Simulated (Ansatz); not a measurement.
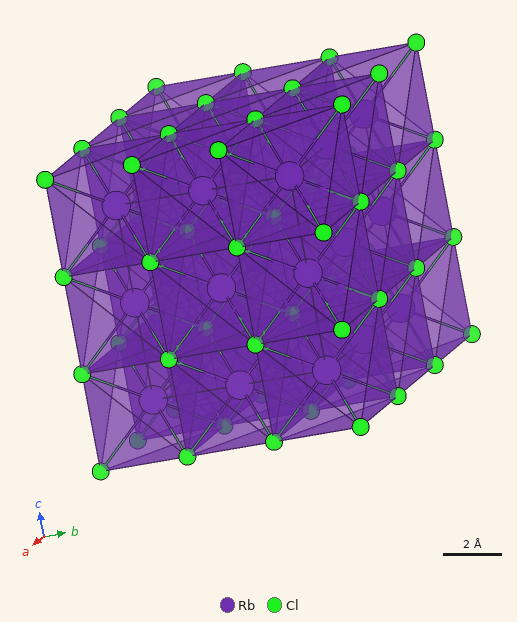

*The input geometry (polyhedral view of the cell of the calculation, seen slightly off an axis; polyhedra are completed across the faces of the cell). An atom can appear more than once, as a periodic image.*

**Molecular dynamics of RbCl (part 1 of 2)**

The run: molecular dynamics of RbCl (Fm-3m, 16 atoms in the cell). Method and program: DFT, PBE, plane waves, PAW, no spin polarisation (Ansatz 0.2.0).

The structure was built on a prototype by a generator. The geometry comes from this level: r2SCAN. It belongs to a series of runs on one base structure; here: NVT, Langevin thermostat at 1700 K.

### Log
```
Warning: md: disabling space-group detection — thermal motion breaks the input geometry's symmetry, so no spatial operation reduces the k-mesh or symmetrises the density; time reversal is kept, so that k and −k are solved as one point where they differ and the mesh holds both, and exact exchange and, on two spinor components, a DFT+U term hold to it where the run has them: on two components no moment then forms, and a state that bears one, which a typed moment (crystal.atoms[].spin; refused beside efield: under a hybrid functional) reaches, can lie lower, under hf by electronvolts; crystal.symmetry.detect: false (a key that needs symmetry detection or time reversal refuses this as the deck is read) with time_reversal: false beside it drops time reversal too
band count auto-derived: 82 (N_el = 128.0; filled up to band 64; 80 by the electrons, moments and atoms)
Engine: ansatz 0.2.0, aarch64-unknown-linux-gnu
Pseudopotentials: kind: paw
Pseudopotential: Rb, paw, valence charge 9, recommended cutoff 420 eV (normal), Rb.paw.azcp
Pseudopotential: Cl, paw, valence charge 7, recommended cutoff 420 eV (normal), Cl.paw.azcp
Functional definition: PBE
  parameter kappa = 0.804
  parameter beta = 0.06672455060314922
  exchange = pbe_x(kappa = kappa, mu = beta*pi^2/3)
  correlation = pbe_c(beta = beta)
Crystal: 16 atoms, lattice volume = 578.036 Å³
Basis set: ecut = 420 eV, 11311 PW (Γ), exchange–correlation on 128×128×128 points (8 copies of the dense FFT grid, shifted against one another)
Bands: 82, of which v1, the nominal top of the filled ones, is band 64 counted from 1 (63 counted from 0)
Symmetry: 1 space group operations
k-points: 8
Non-local potential: Rb, projectors of the file, l = 0: 3, l = 1: 2, l = 2: 2
Non-local potential: Cl, projectors of the file, l = 0: 2, l = 1: 2, l = 2: 2
PAW form: soft (Blöchl's): semilocal exchange-correlation on the pseudo side does not see the compensation charge
PAW one-centre angular grid: Rb, 110 points (default); XC on 64 Gauss nodes
PAW one-centre angular grid: Cl, 110 points (default); XC on 64 Gauss nodes
Initial density: superposition of atomic densities (neutral atoms: chi_scale 0, normalization atom), corrected by the library's trained network
Initial wavefunctions: pseudopotential atomic-orbital guess
Functional: x = pbe(κ = 0.804, μ = 0.2195149727645171), c = pbe(β = 0.06672455060314922)
SCF iter   1: F=—  HF=-34806.075234 eV  |F-HF|=—  |Δ(HF+E_count)|=         —  Δρ=3.08e-4  dr2=8.78e-4  ethr=1.77e-3  ⟨swp⟩=14.6  Hψ=4257  notcnv=0
preconditioner: auto → Resta (q_TF=auto, 2.122 Å⁻¹)  ε∞=2.6  [insulator: Δε(μ)=4.953 eV  Ē_g=12.814 eV  σ=0.146 eV  W_gap=1.00  n_scr=88 (ndim 8)  ℏωp=16.3 eV  f_vac=0.106  D(μ)=0.00/eV (n_scr^D=0)  ε∞_Penn≈2.6]
SCF iter   2: F=—  HF=-34806.076363 eV  |F-HF|=—  |Δ(HF+E_count)|=   1.13e-3  Δρ=1.20e-4  dr2=5.72e-5  ethr=6.86e-7  ⟨swp⟩=3.5  Hψ=1559  notcnv=0
SCF iter   3: F=—  HF=-34806.076466 eV  |F-HF|=—  |Δ(HF+E_count)|=   1.03e-4  Δρ=6.26e-5  dr2=1.97e-5  ethr=4.47e-8  ⟨swp⟩=2.5  Hψ=976  notcnv=0
SCF iter   4: F=—  HF=-34806.076509 eV  |F-HF|=—  |Δ(HF+E_count)|=   4.32e-5  Δρ=7.58e-6  dr2=4.19e-7  ethr=1.54e-8  ⟨swp⟩=2.0  Hψ=1031  notcnv=0
SCF iter   5: F=—  HF=-34806.076949 eV  |F-HF|=—  |Δ(HF+E_count)|=   4.39e-4  Δρ=1.30e-6  dr2=1.05e-8  ethr=1.25e-11  ⟨swp⟩=4.0  Hψ=2843  notcnv=0
SCF iter   6: F=-34806.076949 eV  HF=-34806.076949 eV  |F-HF|=8.37e-10  |Δ(HF+E_count)|=   3.79e-8  Δρ=4.61e-7  dr2=1.39e-9  ethr=8.24e-12  ⟨swp⟩=2.0  Hψ=2229  notcnv=0
SCF 1 converged in 6 iterations: F = -34806.076949 eV  dr2 = 1.39e-9
  greatest PAW one-centre occupation: 0.973 electrons in one spin orbital (limit 2), on the Rb atom at site 4 (counted from 0), in its partial waves of l = 0
md step     0: t =     0.00 fs  T =  1593.8 K  F+E_penalty+E_count = -34806.07694876 eV  E_kin = 3.296130 eV  (6 SCF iters)
Initial density: handed on by an earlier stage of this run
Initial wavefunctions: those handed on with the density
iter 1 solved again at ethr=8.88e-6 eV; its pass at ethr=3.10e-3 eV (dr2=1.14e-2 eV) is discarded
SCF iter   1: F=—  HF=-34806.068483 eV  |F-HF|=—  |Δ(HF+E_count)|=         —  Δρ=1.25e-3  dr2=1.25e-2  ethr=8.88e-6  ⟨swp⟩=2.8  Hψ=3762  notcnv=0
preconditioner: auto → Resta (q_TF=auto, 2.122 Å⁻¹)  ε∞=2.6  [insulator: Δε(μ)=4.952 eV  Ē_g=12.813 eV  σ=0.146 eV  W_gap=1.00  n_scr=88 (ndim 8)  ℏωp=16.3 eV  f_vac=0.104  D(μ)=0.00/eV (n_scr^D=0)  ε∞_Penn≈2.6]
SCF iter   2: F=—  HF=-34806.065330 eV  |F-HF|=—  |Δ(HF+E_count)|=   3.15e-3  Δρ=5.04e-4  dr2=1.44e-3  ethr=8.88e-6  ⟨swp⟩=2.0  Hψ=1038  notcnv=0
SCF iter   3: F=—  HF=-34806.065206 eV  |F-HF|=—  |Δ(HF+E_count)|=   1.24e-4  Δρ=1.45e-4  dr2=1.06e-4  ethr=1.12e-6  ⟨swp⟩=2.1  Hψ=1028  notcnv=0
SCF iter   4: F=—  HF=-34806.065248 eV  |F-HF|=—  |Δ(HF+E_count)|=   4.19e-5  Δρ=1.91e-5  dr2=3.44e-6  ethr=8.31e-8  ⟨swp⟩=2.8  Hψ=1174  notcnv=0
SCF iter   5: F=—  HF=-34806.065686 eV  |F-HF|=—  |Δ(HF+E_count)|=   4.38e-4  Δρ=5.71e-6  dr2=2.30e-7  ethr=2.69e-9  ⟨swp⟩=2.0  Hψ=1021  notcnv=0
SCF iter   6: F=-34806.065686 eV  HF=-34806.065686 eV  |F-HF|=1.20e-8  |Δ(HF+E_count)|=   3.71e-7  Δρ=8.91e-7  dr2=6.54e-9  ethr=1.25e-11  ⟨swp⟩=5.0  Hψ=2600  notcnv=0
SCF 2 converged in 6 iterations: F = -34806.065686 eV  dr2 = 6.54e-9
md step     1: t =     3.00 fs  T =  1699.5 K  F+E_penalty+E_count = -34806.06568636 eV  E_kin = 3.514865 eV  (6 SCF iters)
[... from here on the SCF iterations and repeated set-up lines of each step are left out, up to the last step ...]
SCF 3 converged in 6 iterations: F = -34806.031272 eV  dr2 = 6.90e-9
md step     2: t =     6.00 fs  T =  1835.6 K  F+E_penalty+E_count = -34806.03127231 eV  E_kin = 3.796369 eV  (6 SCF iters)
SCF 4 converged in 6 iterations: F = -34805.972626 eV  dr2 = 1.32e-8
md step     3: t =     9.00 fs  T =  1795.1 K  F+E_penalty+E_count = -34805.97262609 eV  E_kin = 3.712500 eV  (6 SCF iters)
SCF 5 converged in 6 iterations: F = -34805.892099 eV  dr2 = 8.98e-9
md step     4: t =    12.00 fs  T =  1749.2 K  F+E_penalty+E_count = -34805.89209943 eV  E_kin = 3.617701 eV  (6 SCF iters)
SCF 6 converged in 5 iterations: F = -34805.789025 eV  dr2 = 6.57e-9
md step     5: t =    15.00 fs  T =  1791.8 K  F+E_penalty+E_count = -34805.78902513 eV  E_kin = 3.705677 eV  (5 SCF iters)
SCF 7 converged in 5 iterations: F = -34805.666338 eV  dr2 = 1.15e-8
md step     6: t =    18.00 fs  T =  1598.9 K  F+E_penalty+E_count = -34805.66633845 eV  E_kin = 3.306854 eV  (5 SCF iters)
SCF 8 converged in 5 iterations: F = -34805.530031 eV  dr2 = 7.10e-9
md step     7: t =    21.00 fs  T =  1595.5 K  F+E_penalty+E_count = -34805.53003133 eV  E_kin = 3.299774 eV  (5 SCF iters)
SCF 9 converged in 5 iterations: F = -34805.384748 eV  dr2 = 1.24e-8
md step     8: t =    24.00 fs  T =  1532.0 K  F+E_penalty+E_count = -34805.38474808 eV  E_kin = 3.168454 eV  (5 SCF iters)
SCF 10 converged in 5 iterations: F = -34805.240950 eV  dr2 = 9.27e-9
md step     9: t =    27.00 fs  T =  1522.5 K  F+E_penalty+E_count = -34805.24094962 eV  E_kin = 3.148768 eV  (5 SCF iters)
SCF 11 converged in 6 iterations: F = -34805.090598 eV  dr2 = 8.43e-9
md step    10: t =    30.00 fs  T =  1669.2 K  F+E_penalty+E_count = -34805.09059837 eV  E_kin = 3.452143 eV  (6 SCF iters)
SCF 12 converged in 5 iterations: F = -34804.934934 eV  dr2 = 1.05e-8
md step    11: t =    33.00 fs  T =  1597.1 K  F+E_penalty+E_count = -34804.93493414 eV  E_kin = 3.302985 eV  (5 SCF iters)
SCF 13 converged in 6 iterations: F = -34804.790351 eV  dr2 = 1.19e-9
md step    12: t =    36.00 fs  T =  1417.0 K  F+E_penalty+E_count = -34804.79035137 eV  E_kin = 2.930632 eV  (6 SCF iters)
SCF 14 converged in 5 iterations: F = -34804.652304 eV  dr2 = 9.06e-9
md step    13: t =    39.00 fs  T =  1226.9 K  F+E_penalty+E_count = -34804.65230353 eV  E_kin = 2.537461 eV  (5 SCF iters)
SCF 15 converged in 5 iterations: F = -34804.523406 eV  dr2 = 1.19e-8
md step    14: t =    42.00 fs  T =   885.0 K  F+E_penalty+E_count = -34804.52340618 eV  E_kin = 1.830257 eV  (5 SCF iters)
SCF 16 converged in 5 iterations: F = -34804.417742 eV  dr2 = 8.42e-9
md step    15: t =    45.00 fs  T =   886.5 K  F+E_penalty+E_count = -34804.41774158 eV  E_kin = 1.833373 eV  (5 SCF iters)
SCF 17 converged in 5 iterations: F = -34804.336496 eV  dr2 = 8.85e-9
md step    16: t =    48.00 fs  T =   847.4 K  F+E_penalty+E_count = -34804.33649617 eV  E_kin = 1.752551 eV  (5 SCF iters)
SCF 18 converged in 5 iterations: F = -34804.265679 eV  dr2 = 1.05e-8
md step    17: t =    51.00 fs  T =   910.4 K  F+E_penalty+E_count = -34804.26567935 eV  E_kin = 1.882843 eV  (5 SCF iters)
SCF 19 converged in 5 iterations: F = -34804.209679 eV  dr2 = 6.65e-9
md step    18: t =    54.00 fs  T =   927.8 K  F+E_penalty+E_count = -34804.20967852 eV  E_kin = 1.918794 eV  (5 SCF iters)
SCF 20 converged in 5 iterations: F = -34804.188995 eV  dr2 = 6.64e-9
md step    19: t =    57.00 fs  T =  1010.2 K  F+E_penalty+E_count = -34804.18899463 eV  E_kin = 2.089278 eV  (5 SCF iters)
SCF 21 converged in 6 iterations: F = -34804.176096 eV  dr2 = 8.56e-9
md step    20: t =    60.00 fs  T =  1152.0 K  F+E_penalty+E_count = -34804.17609612 eV  E_kin = 2.382525 eV  (6 SCF iters)
SCF 22 converged in 5 iterations: F = -34804.158165 eV  dr2 = 8.75e-9
md step    21: t =    63.00 fs  T =  1287.0 K  F+E_penalty+E_count = -34804.15816536 eV  E_kin = 2.661624 eV  (5 SCF iters)
SCF 23 converged in 5 iterations: F = -34804.143553 eV  dr2 = 1.42e-8
md step    22: t =    66.00 fs  T =  1221.1 K  F+E_penalty+E_count = -34804.14355345 eV  E_kin = 2.525504 eV  (5 SCF iters)
SCF 24 converged in 5 iterations: F = -34804.121883 eV  dr2 = 9.67e-9
md step    23: t =    69.00 fs  T =  1238.7 K  F+E_penalty+E_count = -34804.12188340 eV  E_kin = 2.561922 eV  (5 SCF iters)
SCF 25 converged in 5 iterations: F = -34804.092916 eV  dr2 = 8.71e-9
md step    24: t =    72.00 fs  T =  1292.3 K  F+E_penalty+E_count = -34804.09291650 eV  E_kin = 2.672780 eV  (5 SCF iters)
SCF 26 converged in 5 iterations: F = -34804.066389 eV  dr2 = 1.02e-8
md step    25: t =    75.00 fs  T =  1214.8 K  F+E_penalty+E_count = -34804.06638870 eV  E_kin = 2.512394 eV  (5 SCF iters)
SCF 27 converged in 5 iterations: F = -34804.050601 eV  dr2 = 1.14e-8
md step    26: t =    78.00 fs  T =  1221.8 K  F+E_penalty+E_count = -34804.05060066 eV  E_kin = 2.526959 eV  (5 SCF iters)
SCF 28 converged in 5 iterations: F = -34804.039211 eV  dr2 = 8.29e-9
md step    27: t =    81.00 fs  T =  1117.4 K  F+E_penalty+E_count = -34804.03921089 eV  E_kin = 2.310926 eV  (5 SCF iters)
SCF 29 converged in 5 iterations: F = -34804.024564 eV  dr2 = 6.65e-9
md step    28: t =    84.00 fs  T =  1203.0 K  F+E_penalty+E_count = -34804.02456420 eV  E_kin = 2.487974 eV  (5 SCF iters)
SCF 30 converged in 5 iterations: F = -34804.003184 eV  dr2 = 1.04e-8
md step    29: t =    87.00 fs  T =  1210.5 K  F+E_penalty+E_count = -34804.00318368 eV  E_kin = 2.503454 eV  (5 SCF iters)
SCF 31 converged in 6 iterations: F = -34803.974457 eV  dr2 = 1.01e-8
md step    30: t =    90.00 fs  T =  1381.1 K  F+E_penalty+E_count = -34803.97445675 eV  E_kin = 2.856348 eV  (6 SCF iters)
SCF 32 converged in 5 iterations: F = -34803.937843 eV  dr2 = 1.25e-8
md step    31: t =    93.00 fs  T =  1394.8 K  F+E_penalty+E_count = -34803.93784310 eV  E_kin = 2.884715 eV  (5 SCF iters)
SCF 33 converged in 5 iterations: F = -34803.900068 eV  dr2 = 7.12e-9
md step    32: t =    96.00 fs  T =  1473.1 K  F+E_penalty+E_count = -34803.90006754 eV  E_kin = 3.046530 eV  (5 SCF iters)
SCF 34 converged in 5 iterations: F = -34803.862669 eV  dr2 = 1.12e-8
md step    33: t =    99.00 fs  T =  1429.3 K  F+E_penalty+E_count = -34803.86266879 eV  E_kin = 2.955999 eV  (5 SCF iters)
SCF 35 converged in 5 iterations: F = -34803.820908 eV  dr2 = 1.15e-8
md step    34: t =   102.00 fs  T =  1239.5 K  F+E_penalty+E_count = -34803.82090755 eV  E_kin = 2.563517 eV  (5 SCF iters)
SCF 36 converged in 5 iterations: F = -34803.773161 eV  dr2 = 1.51e-8
md step    35: t =   105.00 fs  T =  1310.9 K  F+E_penalty+E_count = -34803.77316083 eV  E_kin = 2.711211 eV  (5 SCF iters)
SCF 37 converged in 6 iterations: F = -34803.724233 eV  dr2 = 1.17e-9
md step    36: t =   108.00 fs  T =  1369.4 K  F+E_penalty+E_count = -34803.72423260 eV  E_kin = 2.832237 eV  (6 SCF iters)
SCF 38 converged in 5 iterations: F = -34803.669464 eV  dr2 = 7.92e-9
md step    37: t =   111.00 fs  T =  1429.5 K  F+E_penalty+E_count = -34803.66946361 eV  E_kin = 2.956486 eV  (5 SCF iters)
SCF 39 converged in 5 iterations: F = -34803.598583 eV  dr2 = 9.59e-9
md step    38: t =   114.00 fs  T =  1263.2 K  F+E_penalty+E_count = -34803.59858298 eV  E_kin = 2.612397 eV  (5 SCF iters)
SCF 40 converged in 5 iterations: F = -34803.529021 eV  dr2 = 9.40e-9
md step    39: t =   117.00 fs  T =  1247.3 K  F+E_penalty+E_count = -34803.52902069 eV  E_kin = 2.579671 eV  (5 SCF iters)
iter 1 solved again at ethr=4.87e-6 eV; its pass at ethr=3.10e-3 eV (dr2=6.23e-3 eV) is discarded
SCF iter   1: F=—  HF=-34803.457306 eV  |F-HF|=—  |Δ(HF+E_count)|=         —  Δρ=1.00e-3  dr2=6.68e-3  ethr=4.87e-6  ⟨swp⟩=2.6  Hψ=3960  notcnv=0
preconditioner: auto → Resta (q_TF=auto, 2.122 Å⁻¹)  ε∞=2.7  [insulator: Δε(μ)=4.308 eV  Ē_g=12.628 eV  σ=0.146 eV  W_gap=1.00  n_scr=88 (ndim 8)  ℏωp=16.3 eV  f_vac=0.118  D(μ)=0.00/eV (n_scr^D=0)  ε∞_Penn≈2.7]
SCF iter   2: F=—  HF=-34803.455581 eV  |F-HF|=—  |Δ(HF+E_count)|=   1.73e-3  Δρ=4.24e-4  dr2=9.88e-4  ethr=4.87e-6  ⟨swp⟩=2.0  Hψ=991  notcnv=0
SCF iter   3: F=—  HF=-34803.455435 eV  |F-HF|=—  |Δ(HF+E_count)|=   1.46e-4  Δρ=1.07e-4  dr2=6.32e-5  ethr=7.72e-7  ⟨swp⟩=2.0  Hψ=1031  notcnv=0
SCF iter   4: F=—  HF=-34803.455430 eV  |F-HF|=—  |Δ(HF+E_count)|=   5.04e-6  Δρ=1.46e-5  dr2=2.12e-6  ethr=4.94e-8  ⟨swp⟩=3.0  Hψ=1218  notcnv=0
SCF iter   5: F=—  HF=-34803.455890 eV  |F-HF|=—  |Δ(HF+E_count)|=   4.61e-4  Δρ=4.61e-6  dr2=1.78e-7  ethr=1.66e-9  ⟨swp⟩=2.0  Hψ=1040  notcnv=0
SCF iter   6: F=-34803.455890 eV  HF=-34803.455890 eV  |F-HF|=7.19e-9  |Δ(HF+E_count)|=   1.94e-7  Δρ=9.76e-7  dr2=8.14e-9  ethr=1.25e-11  ⟨swp⟩=5.0  Hψ=2608  notcnv=0
SCF 41 converged in 6 iterations: F = -34803.455890 eV  dr2 = 8.14e-9
md step    40: t =   120.00 fs  T =  1192.7 K  F+E_penalty+E_count = -34803.45589038 eV  E_kin = 2.466637 eV  (6 SCF iters)
```

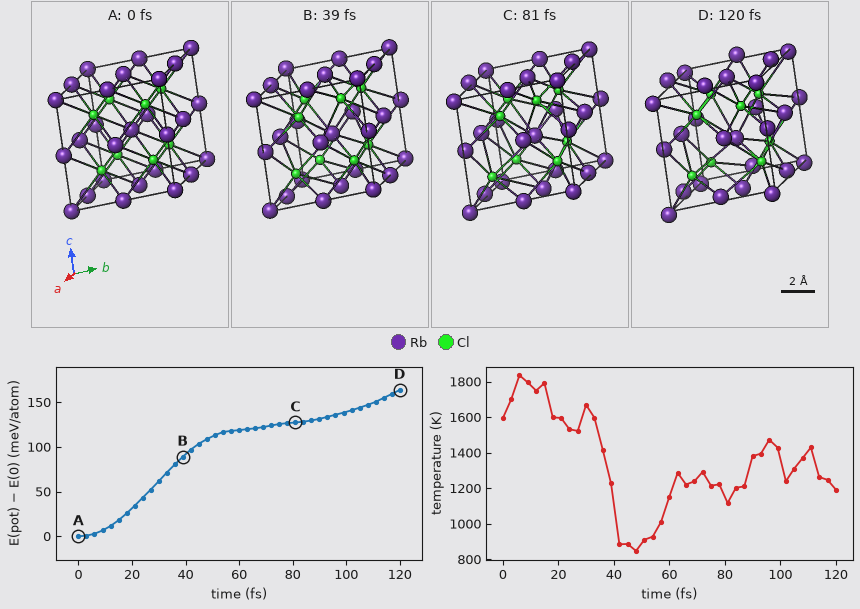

*Frames of the molecular dynamics (ball-and-stick, reduced simulation cell, seen slightly off an axis) above the curves, on which the letters mark them.*

The trajectory kept here has 41 frames over 120 fs. The temperature starts at 1594 K, ranges from 847 to 1836 K and averages 1280 K over the second half. The potential energy ends 163.8 meV/atom above its first value. With the common drift removed, the root-mean-square displacement is 0.51 Å.
